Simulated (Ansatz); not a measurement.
# Run report: Mo7S12, density-of-states calculation

The run: density-of-states calculation of Mo7S12 (19 atoms in the cell). Method and program: DFT PBE+D3(BJ), scalar-relativistic, plane waves, PAW, no spin polarisation (Ansatz 0.2.0).

The structure was built on a prototype by a generator; it need not be a known phase. It belongs to a series of runs on one base structure; here: 2 of 14 S atoms taken out at random, relaxed. Figures and captions count atoms from 1; the log counts them from 0 in places.

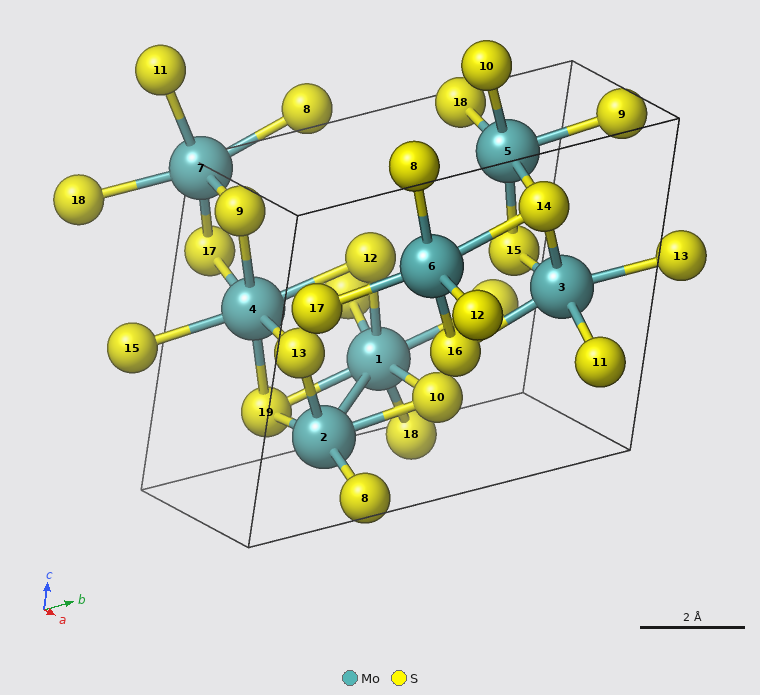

Figure 1. The structure (ball-and-stick view of the cell of the calculation, set on other vectors, seen slightly off an axis; bonded neighbours outside the cell are drawn too; atoms are numbered from 1 in the order of the input). An atom can appear more than once, as a periodic image.

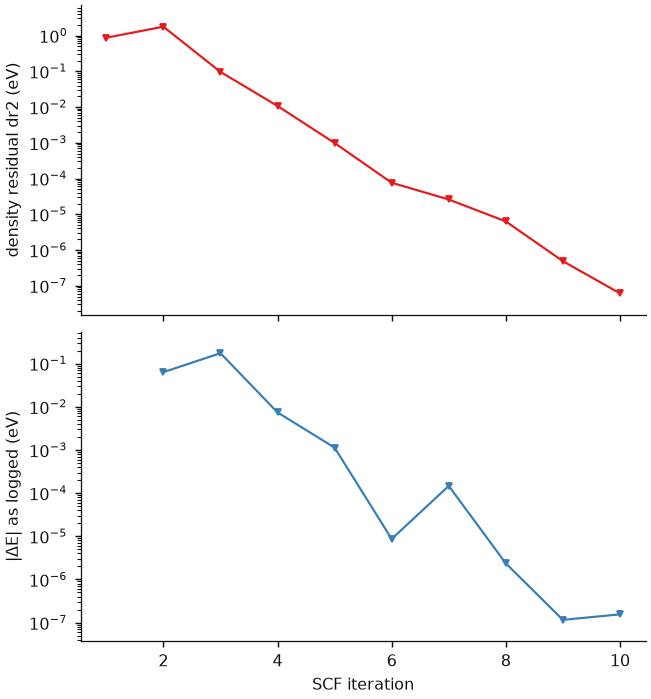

Figure 2. Convergence of the self-consistent field: density residual dr2 and size of the energy change against the SCF iteration. The residual comes down, with one marked jump up, by a factor of about 2, at step 2.

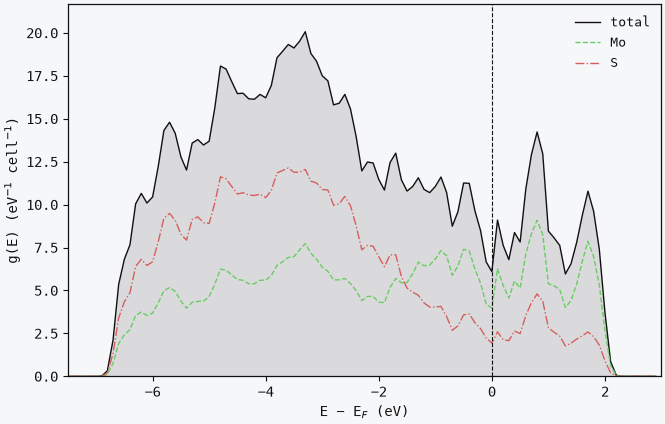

Figure 3. Density of states (projected on Löwdin-orthogonalised atomic shells), with energies from the Fermi level. There are states at the Fermi level: a metal at this level of theory.

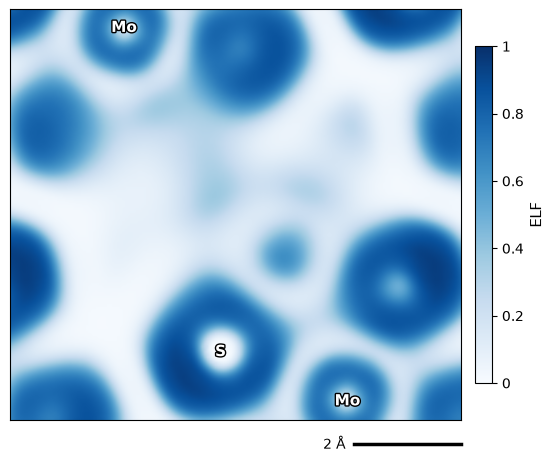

Figure 4. ELF on the (010) plane of the conventional cell. Atoms in the plane: Mo and S. The strong features right at Mo lie inside the PAW spheres (semicore, d or f shells) and say nothing about bonding. In a PAW calculation such maps are meaningful between the atoms, not at the nuclei.

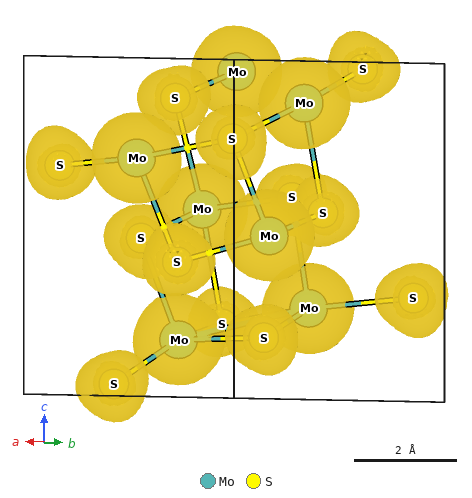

Figure 5. Isosurface of the valence charge density (pseudo) at 1 e/Å³ (yellow), seen along [110]. Sticks mark near contacts. The outline is the cell set on symmetry axes. At this value the density breaks into separate islands; it holds about 50 % of the electrons treated as valence (semicore included). It is pinched off along the Mo–S (2.26 Å), Mo–Mo (2.69 Å), Mo–S (2.30 Å) and Mo–S (2.35 Å) contacts. On the grid the lowest density along these lines, outside the cores, is 0.8 e/Å³ (Mo–S, 2.26 Å), 0.46 e/Å³ (Mo–Mo, 2.69 Å), 0.72 e/Å³ (Mo–S, 2.30 Å) and 0.65 e/Å³ (Mo–S, 2.35 Å).

These pictures come from the run below.

**The input**
```yaml
crystal:
  lattice:
    - [1.52614, 4.545319, -6.154554]
    - [3.009477, -3.617985, -6.151317]
    - [-4.693554, -0.952202, -6.217363]
  atoms:
    - { symbol: Mo, position: [0.4638511566, 0.8184143793, 0.7302713449] }
    - { symbol: Mo, position: [0.7011084161, 0.4376715617, 0.8305699798] }
    - { symbol: Mo, position: [0.1510497313, 0.3184404875, 0.518689741] }
    - { symbol: Mo, position: [0.8600899448, 0.7088417866, 0.4438795673] }
    - { symbol: Mo, position: [0.2651449729, 0.5987217011, 0.124673243] }
    - { symbol: Mo, position: [0.5778371299, 0.1153273362, 0.2958549492] }
    - { symbol: Mo, position: [0.9724368013, 0.9849118896, 0.0350222725] }
    - { symbol: S, position: [0.6709664132, 0.0997941732, 0.9647530964] }
    - { symbol: S, position: [0.9480389413, 0.6688671143, 0.117103452] }
    - { symbol: S, position: [0.3814483589, 0.5224982809, 0.8196268735] }
    - { symbol: S, position: [0.1242719764, 0.9767782223, 0.6941686437] }
    - { symbol: S, position: [0.5306179745, 0.8061017841, 0.4037998517] }
    - { symbol: S, position: [0.8201427718, 0.3786864988, 0.5323026532] }
    - { symbol: S, position: [0.2550719792, 0.2477316079, 0.2335940024] }
    - { symbol: S, position: [0.2002575786, 0.6229754422, 0.4474536763] }
    - { symbol: S, position: [0.4567025584, 0.1872927085, 0.6004667237] }
    - { symbol: S, position: [0.8904303442, 0.0619662684, 0.3220857314] }
    - { symbol: S, position: [0.3115371027, 0.9231033335, 0.0205211973] }
    - { symbol: S, position: [0.7783670195, 0.7213100885, 0.7810783155] }
basis:
  ecutwfc: 420
kpoints:
  mp_grid: { grid: [5, 5, 5] }
hamiltonian:
  xc: pbe
  dispersion: d3bj
scf:
  occupations: { method: gaussian, width: 0.1 }
  n_extra_bands: 9
output:
  forces: true
  stress: true
  eigenvalues: true
  populations: true
  dos:
    method: { smearing: { sigma: 0.1, scheme: gaussian } }
    projected: true
    de: 0.02
  write_density: true
  write_potential: true
  elf: true
  volumetric_format: npy
```

Run as:
```bash
ansatz run input.yaml --threads 4 --pin off --max-ram 9216MiB --backend cpu --events-out ev --progress --plain --runs-dir out
```

**What the program printed**
```
scf.n_extra_bands = 9 over 85 filled bands (N_el = 170.0): the run solves 94 bands
Engine: ansatz 0.2.0, x86_64-unknown-linux-gnu
Pseudopotentials: kind: paw
Pseudopotential: Mo, paw, valence charge 14, recommended cutoff 420 eV (normal), Mo.paw.azcp
Pseudopotential: S, paw, valence charge 6, recommended cutoff 420 eV (normal), S.paw.azcp
Functional definition: PBE
  parameter kappa = 0.804
  parameter beta = 0.06672455060314922
  exchange = pbe_x(kappa = kappa, mu = beta*pi^2/3)
  correlation = pbe_c(beta = beta)
Crystal: 19 atoms, lattice volume = 363.817 Å³
Basis set: ecut = 420 eV, 7085 PW (Γ), exchange–correlation on 108×108×108 points (8 copies of the dense FFT grid, shifted against one another)
Bands: 94, of which v1, the nominal top of the filled ones, is band 85 counted from 1 (84 counted from 0)
Symmetry: 1 space group operations
Space group: P1 (ITA 1), of the structure as read, at distance tolerance 7.1e-5 Å
k-points: 63 of 125 (time reversal used)
Non-local potential: Mo, projectors of the file, l = 0: 3, l = 1: 2, l = 2: 2, l = 3: 1
Non-local potential: S, projectors of the file, l = 0: 2, l = 1: 2, l = 2: 2
PAW form: soft (Blöchl's): semilocal exchange-correlation on the pseudo side does not see the compensation charge
PAW one-centre angular grid: Mo, 590 points (default); XC on 64 Gauss nodes
PAW one-centre angular grid: S, 110 points (default); XC on 64 Gauss nodes
Initial density: superposition of atomic densities (neutral atoms: chi_scale 0, normalization atom), corrected by the library's trained network
Initial wavefunctions: pseudopotential atomic-orbital guess
Functional: x = pbe(κ = 0.804, μ = 0.2195149727645171), c = pbe(β = 0.06672455060314922)
SCF iter   1: F=—  HF=-45535.153514 eV  |F-HF|=—  |Δ(HF+E_count)|=         —  Δρ=1.15e-2  dr2=8.69e-1  ethr=1.77e-3  ⟨swp⟩=7.7  Hψ=24961  notcnv=0
preconditioner: auto → LDOS  [metal: Δε(μ)=0.036 eV  Ē_g=6.513 eV  σ=0.100 eV  W_gap=0.20  n_scr=80 (ndim 8)  ℏωp=20.8 eV  f_vac=0.054  D(μ)=4.03/eV (n_scr^D=14)  β→1.0]
SCF iter   2: F=—  HF=-45535.216913 eV  |F-HF|=—  |Δ(HF+E_count)|=   6.34e-2  Δρ=1.16e-2  dr2=1.77e0  ethr=5.11e-4  ⟨swp⟩=3.0  Hψ=10715  notcnv=0  defer=162
SCF iter   3: F=—  HF=-45535.042977 eV  |F-HF|=—  |Δ(HF+E_count)|=   1.74e-1  Δρ=3.02e-3  dr2=9.61e-2  ethr=5.11e-4  ⟨swp⟩=2.0  Hψ=9000  notcnv=0  defer=162
SCF iter   4: F=—  HF=-45535.035579 eV  |F-HF|=—  |Δ(HF+E_count)|=   7.40e-3  Δρ=1.10e-3  dr2=1.07e-2  ethr=5.66e-5  ⟨swp⟩=2.0  Hψ=7906  notcnv=0  defer=162
SCF iter   5: F=—  HF=-45535.034453 eV  |F-HF|=—  |Δ(HF+E_count)|=   1.13e-3  Δρ=3.43e-4  dr2=9.85e-4  ethr=6.29e-6  ⟨swp⟩=2.0  Hψ=8786  notcnv=0  defer=162
SCF iter   6: F=—  HF=-45535.034444 eV  |F-HF|=—  |Δ(HF+E_count)|=   8.68e-6  Δρ=1.22e-4  dr2=7.62e-5  ethr=5.80e-7  ⟨swp⟩=2.0  Hψ=7755  notcnv=0  defer=162
SCF iter   7: F=—  HF=-45535.034297 eV  |F-HF|=—  |Δ(HF+E_count)|=   1.47e-4  Δρ=5.62e-5  dr2=2.59e-5  ethr=4.48e-8  ⟨swp⟩=2.0  Hψ=9370  notcnv=0  defer=162
SCF iter   8: F=—  HF=-45535.034299 eV  |F-HF|=—  |Δ(HF+E_count)|=   2.36e-6  Δρ=2.66e-5  dr2=6.30e-6  ethr=1.52e-8  ⟨swp⟩=2.0  Hψ=8295  notcnv=0  defer=162
SCF iter   9: F=—  HF=-45535.034299 eV  |F-HF|=—  |Δ(HF+E_count)|=   1.16e-7  Δρ=9.58e-6  dr2=4.88e-7  ethr=3.71e-9  ⟨swp⟩=2.0  Hψ=7935  notcnv=0  defer=162
SCF iter  10: F=-45535.034299 eV  HF=-45535.034299 eV  |F-HF|=3.76e-8  |Δ(HF+E_count)|=   1.56e-7  Δρ=3.89e-6  dr2=6.12e-8  ethr=5.88e-11  ⟨swp⟩=15.9  Hψ=44995  notcnv=0
SCF 1 converged in 10 iterations: F = -45535.034299 eV  dr2 = 6.12e-8
  greatest PAW one-centre occupation: 0.998 electrons in one spin orbital (limit 2), on the Mo atom at site 2 (counted from 0), in its partial waves of l = 0
SCF converged after 10 iterations
Free energy (F): -45535.034299 eV
Harris-Foulkes:  -45535.034299 eV  (|F-HF|=3.76e-8)
Internal energy: -45535.004546 eV  (E = F + TS)
E sigma→0 (E₀):  -45535.019423 eV
Entropy (-TS):   -0.029754 eV (-1.566 meV/atom)
Fermi energy:    10.185039 eV
--- Per-component energies (eV) ---
  E_band       = -1240.427492
  E_kinetic    = 4381.769190
  E_local      = -14451.516835  (includes V_loc(G=0)·N_el)
  E_nonlocal   = 1343.118692
  E_hartree    = 5604.714142
  E_xc         = -2452.637028
  E_vxc        = -2656.462432  (∫ρ·V_xc dr)
  E_paw        = -29612.515493  (= ΣΔE_a)
  E_vpaw       = -1066.770117  (= ΣTr[D̂ρ^β])
  E_aug_tail   = 0.000310  (compensation charges beyond the density's cutoff)
  E_ewald      = -10340.301548
  E_disp       = -7.635977  (pairwise vdW)
  E_smearing   = -0.029754  (= −TS)
  E_closure    = -0.000000  (closes the sum)
  Σ components = -45535.034299   (vs F -45535.034299, Δ=0.00e0)
--- Forces (eV/Å), atoms counted from 1 ---
  atom   1  Mo    -0.00469727    -0.00980964     0.01341586
  atom   2  Mo     0.00663211     0.02520333     0.00612592
  atom   3  Mo    -0.01565045     0.01056081    -0.02812316
  atom   4  Mo    -0.01139547     0.02020926    -0.00047485
  atom   5  Mo     0.00102534     0.02258964     0.00836648
  atom   6  Mo    -0.00335665     0.01579567    -0.01418131
  atom   7  Mo     0.02723650    -0.00316527    -0.02994924
  atom   8  S      0.00424579     0.00048479     0.01188906
  atom   9  S     -0.01195758    -0.00629053     0.00226337
  atom  10  S     -0.00961403    -0.00171634    -0.00365906
  atom  11  S     -0.00122316    -0.01590799    -0.00537600
  atom  12  S      0.01038654    -0.00185172    -0.00683350
  atom  13  S     -0.00436069    -0.01322957     0.00155453
  atom  14  S      0.01268562    -0.01708213     0.01668693
  atom  15  S      0.00589603    -0.00227119     0.01819047
  atom  16  S     -0.00846311    -0.01264988    -0.00065986
  atom  17  S      0.00060275    -0.00711005     0.00396858
  atom  18  S      0.00334461    -0.00476767     0.01058000
  atom  19  S     -0.00132640     0.00099701    -0.00377895
  max |Σ_I F_I| component: 1.15e-5 eV/Å
--- Stress (GPa, compression-positive) ---
        0.014156      -0.003730      -0.006601
       -0.003729      -0.013146       0.033805
       -0.006601       0.033805       0.013702
  P = ⅓ Tr σ = 0.0049 GPa (0.049 kbar)
--- Band table (eV; the first three rows and the last of 63) ---
  k-point 0: bands = ["-51.2997", "-51.2514", "-51.1223", "-51.0881", "-51.0576", "-50.9789", "-50.9324", "-25.6094", "-25.5972", "-25.5748", "-25.5292", "-25.4941", "-25.4116", "-25.3726", "-25.3560", "-25.3162", "-25.2663", "-25.2341", "-25.2048", "-25.1853", "-25.1562", "-25.1075", "-25.0700", "-25.0354", "-25.0063", "-24.9779", "-24.9568", "-24.8190", "-4.5835", "-3.3181", "-3.2157", "-3.1765", "-3.0886", "-3.0224", "-2.9242", "-2.6574", "-2.6114", "-2.4605", "-2.4229", "-2.3291", "3.5839", "4.1686", "4.1943", "4.2464", "4.3826", "4.4084", "4.5231", "4.5999", "4.7604", "4.9161", "5.1168", "5.2471", "5.3411", "5.8972", "5.9285", "6.1461", "6.2341", "6.3200", "6.3365", "6.5280", "6.6332", "6.7225", "6.8208", "6.8504", "6.8661", "7.0800", "7.1105", "7.2612", "7.3762", "7.3880", "7.5099", "7.6175", "7.8406", "7.9627", "8.0504", "8.3231", "8.4492", "8.7021", "8.9783", "9.1493", "9.2971", "9.4416", "9.5662", "9.7949", "10.1042", "10.3647", "10.5251", "10.8945", "11.0427", "11.2448", "11.3533", "11.5371", "11.8631", "12.2313"]
  k-point 1: bands = ["-51.2997", "-51.2513", "-51.1213", "-51.0904", "-51.0563", "-50.9790", "-50.9323", "-25.6356", "-25.5926", "-25.5701", "-25.5118", "-25.4969", "-25.4102", "-25.3727", "-25.3544", "-25.3166", "-25.2553", "-25.2351", "-25.2076", "-25.1842", "-25.1555", "-25.1032", "-25.0739", "-25.0369", "-25.0131", "-24.9810", "-24.9536", "-24.8205", "-4.4953", "-3.4558", "-3.2894", "-3.2289", "-3.0850", "-2.9694", "-2.8654", "-2.7370", "-2.6796", "-2.5291", "-2.2521", "-2.2144", "3.7140", "3.8845", "4.0467", "4.2500", "4.3923", "4.4650", "4.5486", "4.7071", "4.8314", "5.0443", "5.2380", "5.3827", "5.5512", "5.6963", "5.8603", "5.9985", "6.0918", "6.2202", "6.4239", "6.4346", "6.5887", "6.6875", "6.7165", "6.7994", "6.8952", "7.0010", "7.0933", "7.1787", "7.4188", "7.5143", "7.5631", "7.7493", "7.9520", "8.0033", "8.2156", "8.3690", "8.4923", "8.6876", "8.9291", "9.0452", "9.2415", "9.3061", "9.5655", "9.8826", "10.0588", "10.2924", "10.5358", "10.9309", "11.0560", "11.1291", "11.3117", "11.5863", "11.8428", "12.1514"]
  k-point 2: bands = ["-51.2996", "-51.2513", "-51.1196", "-51.0942", "-51.0543", "-50.9791", "-50.9322", "-25.6577", "-25.5902", "-25.5699", "-25.5099", "-25.4887", "-25.4086", "-25.3710", "-25.3471", "-25.3117", "-25.2443", "-25.2290", "-25.2131", "-25.1814", "-25.1583", "-25.0960", "-25.0799", "-25.0443", "-25.0257", "-24.9824", "-24.9491", "-24.8227", "-4.2576", "-3.8208", "-3.3018", "-3.2604", "-3.0654", "-3.0075", "-2.9091", "-2.7581", "-2.6959", "-2.4260", "-2.1731", "-2.1136", "3.6240", "3.9617", "4.0422", "4.2485", "4.3267", "4.4613", "4.5751", "4.7598", "5.0582", "5.0889", "5.2557", "5.4318", "5.5646", "5.7192", "5.8443", "5.9065", "6.0000", "6.1829", "6.2921", "6.3454", "6.4664", "6.5837", "6.6639", "6.8495", "6.8769", "7.0248", "7.1145", "7.2517", "7.3151", "7.5611", "7.6886", "7.8464", "7.9672", "8.1367", "8.3233", "8.3964", "8.6271", "8.7296", "8.7502", "8.8281", "9.2058", "9.3098", "9.6365", "9.8633", "10.0098", "10.1708", "10.7061", "10.8162", "10.9000", "11.0440", "11.2853", "11.7057", "11.8671", "12.1057"]
  k-point 62: bands = ["-51.2991", "-51.2520", "-51.1195", "-51.0938", "-51.0545", "-50.9790", "-50.9323", "-25.6641", "-25.6397", "-25.5219", "-25.5016", "-25.4568", "-25.4083", "-25.3718", "-25.3506", "-25.3233", "-25.2661", "-25.2267", "-25.2093", "-25.1809", "-25.1617", "-25.1014", "-25.0810", "-25.0443", "-25.0209", "-24.9862", "-24.9416", "-24.8228", "-4.1280", "-3.9226", "-3.3361", "-3.2359", "-3.1137", "-2.9674", "-2.8386", "-2.7755", "-2.6497", "-2.4715", "-2.3442", "-2.0806", "3.6221", "3.8911", "4.1520", "4.3163", "4.4059", "4.5058", "4.6480", "4.8992", "5.0527", "5.2245", "5.3837", "5.4691", "5.5987", "5.6676", "5.8281", "5.9074", "6.0312", "6.0778", "6.1603", "6.3603", "6.4475", "6.5373", "6.7243", "6.8085", "6.9045", "6.9693", "7.0756", "7.2447", "7.3056", "7.4698", "7.5491", "7.6795", "7.9573", "8.0077", "8.2193", "8.3803", "8.4924", "8.6541", "8.7923", "8.9612", "9.2512", "9.3558", "9.6526", "9.7543", "10.1304", "10.3930", "10.6651", "10.7696", "10.8916", "11.0445", "11.4134", "11.7072", "11.8768", "11.9490"]
--- Löwdin populations: 19 sites ---
  site symbol       q [e]
     0     Mo     13.6782
     1     Mo     13.7205
     2     Mo     13.6643
     3     Mo     13.7869
     4     Mo     13.7430
     5     Mo     13.7082
     6     Mo     13.7020
     7      S      6.0750
     8      S      5.9533
     9      S      5.9830
    10      S      6.2153
    11      S      5.9947
    12      S      5.9914
    13      S      6.0003
    14      S      6.0580
    15      S      6.1246
    16      S      6.0725
    17      S      6.0890
    18      S      6.1111
  spilling = 0.007816 (of n_electrons = 170.000000)
```

**Results in brief**

| quantity | value |
| --- | --- |
| outcome | converged |
| space group (tolerance 0.01 Å) | P1 (1) |
| electrons treated | 170 |
| free energy | −45535.0343 eV |
| Fermi energy | 10.185 eV |
| gap on the k-point mesh | none (metallic) |
| pressure | 0.00 GPa |
| largest force (length of the vector) | 0.041 eV/Å |
| hardware | 4 threads of Intel Xeon (Granite Rapids), 32 GiB of memory available, shared host |
| wall time | 48 s (CPU time 3.2 min) |
| peak memory | 2 GiB |
